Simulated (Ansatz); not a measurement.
**Geometry relaxation, with input and output: TiAl₃**

System: TiAl₃ (I4/mmm, 4 atoms in the cell).
Method: DFT PBE, scalar-relativistic, plane waves, PAW, no spin polarisation (Ansatz 0.2.0).

The structure derives from a Materials Project entry. It belongs to a series of runs on one base structure; here: volume × 1.10, shape and atoms relaxed. Figures and captions count atoms from 1; the log counts them from 0 in places.

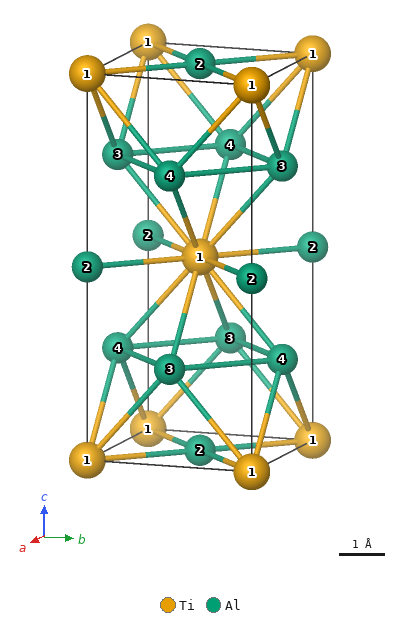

**Figure 1.** The starting structure (ball-and-stick view of the cell 2 times as large as that of the calculation, set on its symmetry axes, seen slightly off an axis; atoms are numbered from 1 in the order of the input).

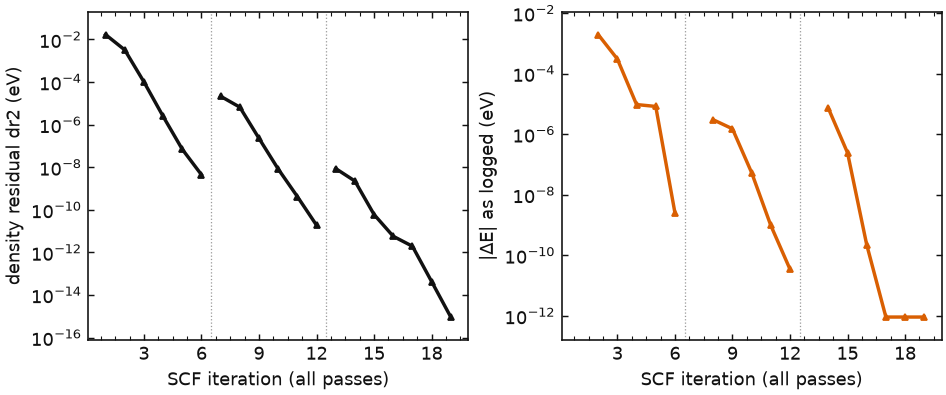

**Figure 2.** Convergence of the self-consistent field: density residual dr2 and size of the energy change against the SCF iteration. The dotted lines part the SCF passes of the relaxation: geometry steps, rejected trials and re-solves on a re-selected basis. The passes take 6, 6 and 7 iterations.

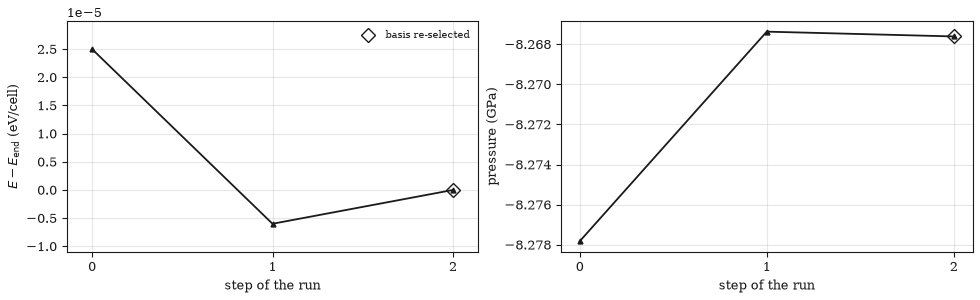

**Figure 3.** Progress of the relaxation, step by step (the first geometry is step 0 here and step 1 in the log). Over 1 geometry step the energy falls by next to nothing (0.0 meV per cell of the calculation). All forces vanish by symmetry, so only the cell relaxes. Pressure: −8.28 GPa at the start and −8.27 GPa at the end. No atom moves by more than 0.005 Å relative to the cell. The space group stays I4/mmm (No. 139). A last SCF at the same geometry on a re-selected plane-wave basis shifts the energy by +0.0 meV per cell of the calculation. (Atoms are counted from 1 in the order of the input.)

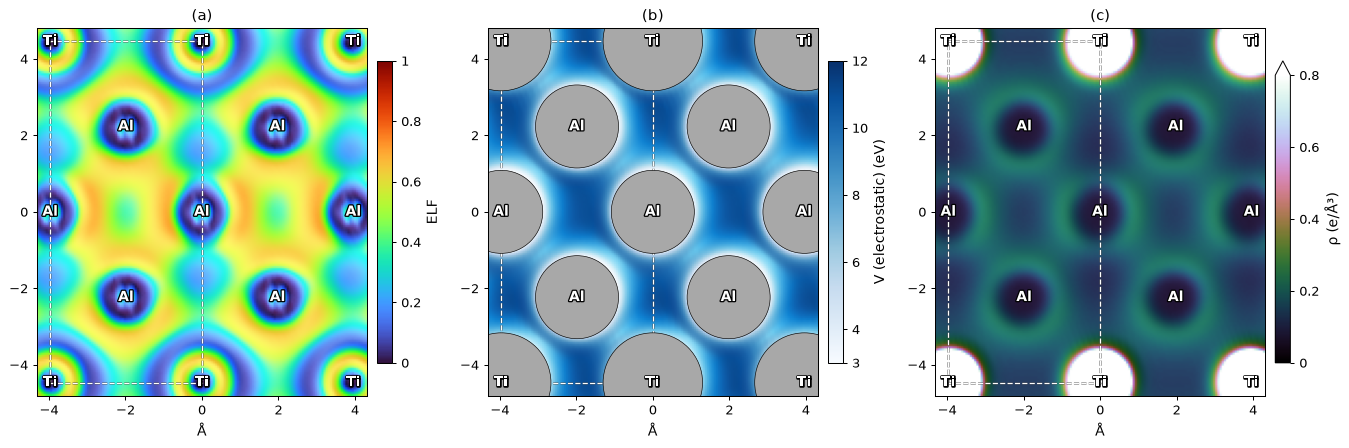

**Figure 4.** (a) ELF; (b) electrostatic potential energy of an electron; (c) valence pseudo-density on the (010) plane of the conventional cell. Grey discs, where drawn, cover atomic cores. The section cuts through Ti and Al sites. Away from the nuclei the density in this plane falls to 0.1 e/Å³ at its lowest. The strong features right at Ti lie inside the PAW spheres (semicore, d or f shells) and say nothing about bonding. Outside the cores the potential energy rises away from the atoms and is highest about 2.0 Å from the nearest atoms; outside the discs it spans about 8 eV, and its zero is arbitrary. Core electrons are frozen (PAW), so the fields are smoothed inside the atomic spheres.

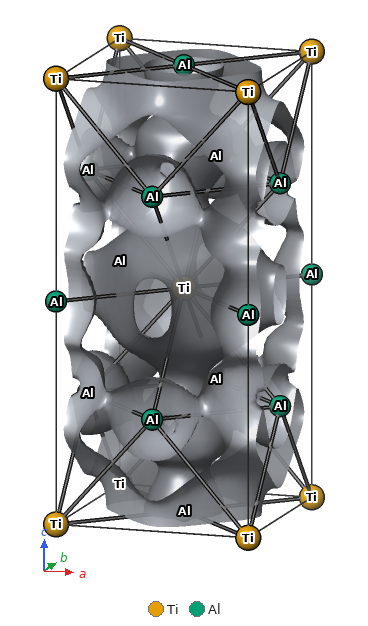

**Figure 5.** Isosurface of the ELF at 0.5 (grey), seen slightly off an axis. Only the valence region is drawn (cores and ρ < 0.01 e/Å³ removed). Sticks mark near contacts. The outline is the cell set on symmetry axes. Profiles from the grid: Ti–Al (2.80 Å): the ELF is about 0.40 at the midpoint (nearly free electrons, as in a simple metal). Al–Al (2.80 Å): the ELF peaks at about 0.70 between the atoms.

The input and output of the run follow.

Input
```yaml
crystal:
  lattice:
    - [-1.9834726406, 1.9834726406, 4.4562557354]
    - [1.9834726406, -1.9834726406, 4.4562557354]
    - [1.9834726406, 1.9834726406, -4.4562557354]
  atoms:
    - { symbol: Ti, position: [0.0, 0.0, 0.0] }
    - { symbol: Al, position: [0.5, 0.5, 0.0] }
    - { symbol: Al, position: [0.75, 0.25, 0.5] }
    - { symbol: Al, position: [0.25, 0.75, 0.5] }
basis:
  ecutwfc: 420
kpoints:
  mp_grid: { grid: [16, 16, 16] }
hamiltonian:
  xc: pbe
scf:
  occupations: { method: gaussian, width: 0.1 }
output:
  forces: true
  stress: true
  eigenvalues: true
  write_density: true
  write_potential: true
  elf: true
  volumetric_format: npy
relax:
  adjacent_minimum: "off"
  f_tol: 0.01
  max_steps: 30
  cell: { stress_tol: 0.1, fix: [volume] }
```

Launch command:
```bash
ansatz run input.yaml --threads 1 --pin off --max-ram 2560MiB --backend cpu --events-out ev --progress --plain --runs-dir out
```

Log
```
Engine: ansatz 0.2.0, aarch64-unknown-linux-gnu
Pseudopotentials: kind: paw
Pseudopotential: Ti, paw, valence charge 12, recommended cutoff 420 eV (normal), Ti.paw.azcp
Pseudopotential: Al, paw, valence charge 3, recommended cutoff 420 eV (normal), Al.paw.azcp
Functional definition: PBE
  parameter kappa = 0.804
  parameter beta = 0.06672455060314922
  exchange = pbe_x(kappa = kappa, mu = beta*pi^2/3)
  correlation = pbe_c(beta = beta)
Crystal: 4 atoms, lattice volume = 70.127 Å³
Basis set: ecut = 420 eV, 1371 PW (Γ), exchange–correlation on 72×72×72 points (8 copies of the dense FFT grid, shifted against one another)
Bands: 15, of which v1, the nominal top of the filled ones, is band 11 counted from 1 (10 counted from 0)
Symmetry: 16 space group operations
Space group: I4/mmm (ITA 139), of the structure as read, at distance tolerance 4.1e-5 Å
k-points: 349 of 4096
Non-local potential: Ti, projectors of the file, l = 0: 3, l = 1: 2, l = 2: 3, l = 3: 1
Non-local potential: Al, projectors of the file, l = 0: 2, l = 1: 2, l = 2: 1
PAW form: soft (Blöchl's): semilocal exchange-correlation on the pseudo side does not see the compensation charge
PAW one-centre angular grid: Ti, 590 points (default); XC on 64 Gauss nodes
PAW one-centre angular grid: Al, 110 points (default); XC on 64 Gauss nodes
Initial density: superposition of atomic densities (neutral atoms: chi_scale 0, normalization atom), corrected by the library's trained network
Initial wavefunctions: pseudopotential atomic-orbital guess
Functional: x = pbe(κ = 0.804, μ = 0.2195149727645171), c = pbe(β = 0.06672455060314922)
SCF iter   1: F=—  HF=-4113.589210 eV  |F-HF|=—  |Δ(HF+E_count)|=         —  Δρ=4.16e-3  dr2=1.70e-2  ethr=1.77e-3  ⟨swp⟩=5.5  Hψ=30194  notcnv=0
preconditioner: auto → Kerker (q_TF=auto, 2.232 Å⁻¹)  [metal: Δε(μ)=0.001 eV  Ē_g=5.106 eV  σ=0.100 eV  W_gap=0.01  n_scr=10 (ndim 8)  ℏωp=16.0 eV  f_vac=0.000  D(μ)=1.88/eV (n_scr^D=10)]
SCF iter   2: F=—  HF=-4113.587273 eV  |F-HF|=—  |Δ(HF+E_count)|=   1.94e-3  Δρ=1.91e-3  dr2=3.24e-3  ethr=8.08e-5  ⟨swp⟩=1.0  Hψ=8028  notcnv=0
SCF iter   3: F=—  HF=-4113.586971 eV  |F-HF|=—  |Δ(HF+E_count)|=   3.02e-4  Δρ=4.11e-4  dr2=1.02e-4  ethr=1.54e-5  ⟨swp⟩=2.0  Hψ=5911  notcnv=0
SCF iter   4: F=—  HF=-4113.586962 eV  |F-HF|=—  |Δ(HF+E_count)|=   9.48e-6  Δρ=5.51e-5  dr2=2.46e-6  ethr=4.85e-7  ⟨swp⟩=1.6  Hψ=6361  notcnv=0
SCF iter   5: F=—  HF=-4113.586970 eV  |F-HF|=—  |Δ(HF+E_count)|=   8.22e-6  Δρ=1.16e-5  dr2=6.96e-8  ethr=1.17e-8  ⟨swp⟩=2.0  Hψ=7379  notcnv=0
SCF iter   6: F=-4113.586970 eV  HF=-4113.586970 eV  |F-HF|=2.60e-9  |Δ(HF+E_count)|=   2.54e-9  Δρ=2.27e-6  dr2=4.44e-9  ethr=3.31e-10  ⟨swp⟩=5.4  Hψ=28285  notcnv=0
SCF 1 converged in 6 iterations: F = -4113.586970 eV  dr2 = 4.44e-9
  greatest PAW one-centre occupation: 0.999 electrons in one spin orbital (limit 2), on the Ti atom at site 0 (counted from 0), in its partial waves of l = 0
relax step   1: F+E_penalty+E_count = -4113.58697002 eV  Δ(F+E_penalty+E_count) = +0.000e0 eV  max|allowed force component| = 8.674e-19 eV/Å  Δτ_max = 0.0000 Å  P = -8.278 GPa  Ω = 70.127 Å³  fix = [volume]  reactions: volume -8.278 GPa  (6 SCF iters, dr2 threshold 1.00e-7 eV, accepted)
Initial density: handed on by an earlier stage of this run
Initial wavefunctions: those handed on with the density
iter 1 solved again at ethr=7.10e-8 eV; its pass at ethr=3.10e-3 eV (dr2=1.49e-5 eV) is discarded
SCF iter   1: F=—  HF=-4113.586999 eV  |F-HF|=—  |Δ(HF+E_count)|=         —  Δρ=1.52e-4  dr2=2.15e-5  ethr=7.10e-8  ⟨swp⟩=2.0  Hψ=31584  notcnv=0
preconditioner: auto → Kerker (q_TF=auto, 2.232 Å⁻¹)  [metal: Δε(μ)=0.004 eV  Ē_g=5.079 eV  σ=0.100 eV  W_gap=0.02  n_scr=10 (ndim 8)  ℏωp=16.0 eV  f_vac=0.000  D(μ)=1.89/eV (n_scr^D=10)]
SCF iter   2: F=—  HF=-4113.587002 eV  |F-HF|=—  |Δ(HF+E_count)|=   2.98e-6  Δρ=8.21e-5  dr2=6.63e-6  ethr=7.10e-8  ⟨swp⟩=1.0  Hψ=5263  notcnv=0
SCF iter   3: F=—  HF=-4113.587001 eV  |F-HF|=—  |Δ(HF+E_count)|=   1.50e-6  Δρ=1.27e-5  dr2=2.27e-7  ethr=3.16e-8  ⟨swp⟩=2.6  Hψ=7410  notcnv=0
iter 4 did not close the SCF: its close was put off for the readings that it lacked (scf_convergence_deferred on its scf_iter line)
SCF iter   4: F=-4113.587001 eV  HF=-4113.587001 eV  |F-HF|=5.17e-9  |Δ(HF+E_count)|=   5.34e-8  Δρ=3.43e-6  dr2=8.25e-9  ethr=1.08e-9  ⟨swp⟩=2.1  Hψ=6956  notcnv=0
iter 5 did not close the SCF: its close was put off for the readings that it lacked (scf_convergence_deferred on its scf_iter line)
SCF iter   5: F=-4113.587001 eV  HF=-4113.587001 eV  |F-HF|=1.37e-10  |Δ(HF+E_count)|=  9.63e-10  Δρ=9.40e-7  dr2=4.20e-10  ethr=3.93e-11  ⟨swp⟩=2.6  Hψ=8180  notcnv=0
SCF iter   6: F=-4113.587001 eV  HF=-4113.587001 eV  |F-HF|=1.82e-12  |Δ(HF+E_count)|=  3.46e-11  Δρ=1.76e-7  dr2=1.89e-11  ethr=2.00e-12  ⟨swp⟩=3.1  Hψ=21734  notcnv=0
SCF 2 converged in 6 iterations: F = -4113.587001 eV  dr2 = 1.89e-11
relax step   2: F+E_penalty+E_count = -4113.58700070 eV  Δ(F+E_penalty+E_count) = -3.067e-5 eV  max|allowed force component| = 9.541e-18 eV/Å  Δτ_max = 0.0000 Å  P = -8.267 GPa  Ω = 70.127 Å³  energy of the carried Pulay correction = +4.276e-6 eV  fix = [volume]  reactions: volume -8.267 GPa  (6 SCF iters, accepted)
Initial wavefunctions: pseudopotential atomic-orbital guess (no wavefunctions were taken with the density)
iter 1 solved again at ethr=7.04e-8 eV; its pass at ethr=3.10e-3 eV (dr2=1.48e-5 eV) is discarded
SCF iter   1: F=—  HF=-4113.586988 eV  |F-HF|=—  |Δ(HF+E_count)|=         —  Δρ=2.41e-5  dr2=8.64e-9  ethr=7.04e-8  ⟨swp⟩=2.8  Hψ=43297  notcnv=0
SCF iter   2: F=—  HF=-4113.586995 eV  |F-HF|=—  |Δ(HF+E_count)|=   7.14e-6  Δρ=1.22e-5  dr2=2.24e-9  ethr=4.11e-11  ⟨swp⟩=2.0  Hψ=7528  notcnv=0
iter 3 did not close the SCF: its close was put off for the readings that it lacked (scf_convergence_deferred on its scf_iter line)
SCF iter   3: F=-4113.586995 eV  HF=-4113.586995 eV  |F-HF|=1.82e-10  |Δ(HF+E_count)|=   2.42e-7  Δρ=4.40e-7  dr2=5.99e-11  ethr=1.07e-11  ⟨swp⟩=1.0  Hψ=5235  notcnv=0
iter 4 did not close the SCF: its close was put off for the readings that it lacked (scf_convergence_deferred on its scf_iter line)
SCF iter   4: F=-4113.586995 eV  HF=-4113.586995 eV  |F-HF|=9.09e-13  |Δ(HF+E_count)|=  2.23e-10  Δρ=8.55e-8  dr2=5.69e-12  ethr=1.00e-12  ⟨swp⟩=1.0  Hψ=5237  notcnv=0
iter 5 did not close the SCF: its close was put off for the readings that it lacked (scf_convergence_deferred on its scf_iter line)
SCF iter   5: F=-4113.586995 eV  HF=-4113.586995 eV  |F-HF|=9.09e-13  |Δ(HF+E_count)|=  9.09e-13  Δρ=4.30e-8  dr2=1.94e-12  ethr=1.00e-12  ⟨swp⟩=1.0  Hψ=5235  notcnv=0
iter 6 did not close the SCF: its close was put off for the readings that it lacked (scf_convergence_deferred on its scf_iter line)
SCF iter   6: F=-4113.586995 eV  HF=-4113.586995 eV  |F-HF|=9.09e-13  |Δ(HF+E_count)|=  9.09e-13  Δρ=6.73e-9  dr2=4.27e-14  ethr=1.00e-12  ⟨swp⟩=1.0  Hψ=5235  notcnv=0
SCF iter   7: F=-4113.586995 eV  HF=-4113.586995 eV  |F-HF|=9.09e-13  |Δ(HF+E_count)|=  9.09e-13  Δρ=1.02e-9  dr2=9.15e-16  ethr=1.00e-12  ⟨swp⟩=2.4  Hψ=15721  notcnv=0
SCF 3 converged in 7 iterations: F = -4113.586995 eV  dr2 = 9.15e-16
relax step   3: F+E_penalty+E_count = -4113.58699502 eV  Δ(F+E_penalty+E_count) = +5.673e-6 eV  max|allowed force component| = 8.240e-18 eV/Å  Δτ_max = 0.0000 Å  P = -8.268 GPa  Ω = 70.127 Å³  fix = [volume]  reactions: volume -8.268 GPa  stress off target by 9.38e-2 GPa on what of the cell is left free  SCF on the basis re-selected at this cell (its energy is not comparable with the rows above)  (7 SCF iters)
basis re-selected at this cell: Δ(F+E_penalty+E_count) = +5.673e-6 eV, ΔP = -0.000 GPa vs the last step (what re-selecting the basis moved, of the pressure what is left beyond the Pulay correction that the steps carried, after the strain that the cell walked since its last selection, with what the two solves' SCF thresholds leave and, on support functions, any second-order correction that the steps lacked; it is no measure of the basis error at this ecutwfc). This SCF's stress stands 9.38e-2 GPa from its target on what of the cell is left free (relax.cell.stress_tol is 1.00e-1 GPa) and its largest allowed force component is 8.24e-18 eV/Å (relax.f_tol is 1.00e-2 eV/Å): within both
SCF converged after 7 iterations
Free energy (F): -4113.586995 eV
Harris-Foulkes:  -4113.586995 eV  (|F-HF|=9.09e-13)
Internal energy: -4113.577569 eV  (E = F + TS)
E sigma→0 (E₀):  -4113.582282 eV
Entropy (-TS):   -0.009426 eV (-2.357 meV/atom)
Fermi energy:    8.444287 eV
--- Per-component energies (eV) ---
  E_band       = -176.522180
  E_kinetic    = 336.546946
  E_local      = -1242.708671  (includes V_loc(G=0)·N_el)
  E_nonlocal   = 39.366817
  E_hartree    = 539.580869
  E_xc         = -215.120003
  E_vxc        = -206.790478  (∫ρ·V_xc dr)
  E_paw        = -2449.793917  (= ΣΔE_a)
  E_vpaw       = -182.098649  (= ΣTr[D̂ρ^β])
  E_aug_tail   = 0.000114  (compensation charges beyond the density's cutoff)
  E_ewald      = -1121.449724
  E_smearing   = -0.009426  (= −TS)
  E_closure    = 0.000000  (closes the sum)
  Σ components = -4113.586995   (vs F -4113.586995, Δ=0.00e0)
--- Forces (eV/Å), atoms counted from 1 ---
  atom   1  Ti     0.00000000     0.00000000    -0.00000000
  atom   2  Al     0.00000000     0.00000000     0.00000000
  atom   3  Al     0.00000000    -0.00000000     0.00000000
  atom   4  Al    -0.00000000    -0.00000000     0.00000000
  max |Σ_I F_I| component: 2.26e-17 eV/Å
--- Stress (GPa, compression-positive) ---
       -8.220725      -0.000000      -0.000000
       -0.000000      -8.220725      -0.000000
        0.000000       0.000000      -8.361380
  P = ⅓ Tr σ = -8.2676 GPa (-82.676 kbar)
--- Band table (eV; the first three rows and the last of 349) ---
  k-point 0: bands = ["-48.3006", "-24.5924", "-24.5924", "-24.5212", "-1.0892", "5.6155", "5.9477", "7.2541", "7.3433", "7.3433", "9.1812", "10.0017", "10.0017", "10.2225", "10.6685"]
  k-point 1: bands = ["-48.3005", "-24.5931", "-24.5930", "-24.5211", "-1.0138", "5.6783", "5.9231", "7.0636", "7.1578", "7.3146", "8.8329", "10.0814", "10.0934", "10.4555", "10.4885"]
  k-point 2: bands = ["-48.3004", "-24.5948", "-24.5945", "-24.5209", "-0.7889", "5.8419", "5.8539", "6.4733", "6.9225", "7.2519", "8.1308", "10.2107", "10.2257", "10.2439", "10.8810"]
  k-point 348: bands = ["-48.3005", "-24.5926", "-24.5926", "-24.5227", "0.3866", "1.2424", "6.6158", "7.5355", "7.5355", "8.2475", "9.0982", "9.0982", "9.2717", "11.3030", "12.2918"]
--- Relaxed structure (2 steps of the walk, 2 accepted, 1 SCFs on fresh bases) ---
  F+E_penalty+E_count = -4113.58699502 eV   max|allowed force component| = 8.240e-18 eV/Å   (the final SCF, on the basis selected at the relaxed cell)
  cell:  # Å, volume = 70.1266 Å³
    - [-1.9817955066134827, 1.9817955066134827, 4.463801317496061]
    - [1.9817955066134827, -1.9817955066134827, 4.463801317496061]
    - [1.9817955066134827, 1.9817955066134827, -4.463801317496061]
  atoms:
    - { symbol: Ti, position: [5.781613626071875e-36, 5.449732649754827e-36, 4.2670411240763295e-37] }
    - { symbol: Al, position: [0.5, 0.5, 6.231650833412521e-36] }
    - { symbol: Al, position: [0.75, 0.25000000000000006, 0.5] }
    - { symbol: Al, position: [0.25000000000000006, 0.75, 0.5] }
```

Trajectory as extended XYZ (Å, eV, eV/Å), 3 frames, from step=1 to step=3
```
4
Lattice="-1.9835 1.9835 4.4563 1.9835 -1.9835 4.4563 1.9835 1.9835 -4.4563" Properties=species:S:1:pos:R:3:forces:R:3 step=1 energy=-4113.58697 pressure_GPa=-8.28
Ti    0.0000    0.0000    0.0000    0.0000   0.0000   0.0000
Al    0.0000    0.0000    4.4563    0.0000   0.0000   0.0000
Al    0.0000    1.9835    2.2281    0.0000   0.0000   0.0000
Al    1.9835    0.0000    2.2281    0.0000   0.0000   0.0000
4
Lattice="-1.9818 1.9818 4.4638 1.9818 -1.9818 4.4638 1.9818 1.9818 -4.4638" Properties=species:S:1:pos:R:3:forces:R:3 step=2 energy=-4113.58700 pressure_GPa=-8.27
Ti    0.0000    0.0000    0.0000    0.0000   0.0000   0.0000
Al    0.0000    0.0000    4.4638    0.0000   0.0000   0.0000
Al    0.0000    1.9818    2.2319    0.0000   0.0000   0.0000
Al    1.9818    0.0000    2.2319    0.0000   0.0000   0.0000
4
Lattice="-1.9818 1.9818 4.4638 1.9818 -1.9818 4.4638 1.9818 1.9818 -4.4638" Properties=species:S:1:pos:R:3:forces:R:3 step=3 energy=-4113.58699 pressure_GPa=-8.27
Ti    0.0000    0.0000    0.0000    0.0000   0.0000   0.0000
Al    0.0000    0.0000    4.4638    0.0000   0.0000   0.0000
Al    0.0000    1.9818    2.2319    0.0000   0.0000   0.0000
Al    1.9818    0.0000    2.2319    0.0000   0.0000   0.0000
```

Summary

| quantity | value |
| --- | --- |
| outcome | converged |
| space group (tolerance 0.01 Å) | I4/mmm (139) |
| electrons treated | 21 |
| free energy | −4113.5870 eV |
| Fermi energy | 8.444 eV |
| gap on the k-point mesh | none (metallic) |
| pressure | −8.27 GPa |
| final volume | 70.13 Å³ |
| largest force (length of the vector) at the end | under 0.001 eV/Å |
| final cell | a = 5.271 Å, b = 5.271 Å, c = 5.271 Å, α = 135.83°, β = 135.83°, γ = 64.25° |
| hardware | 1 thread of Arm Neoverse V1, 24 GiB of memory available, shared host |
| wall time | 78 s |
| peak memory | 0.62 GiB |

The cell is under a tension of 8.3 GPa at this level, so it is not at its equilibrium volume.
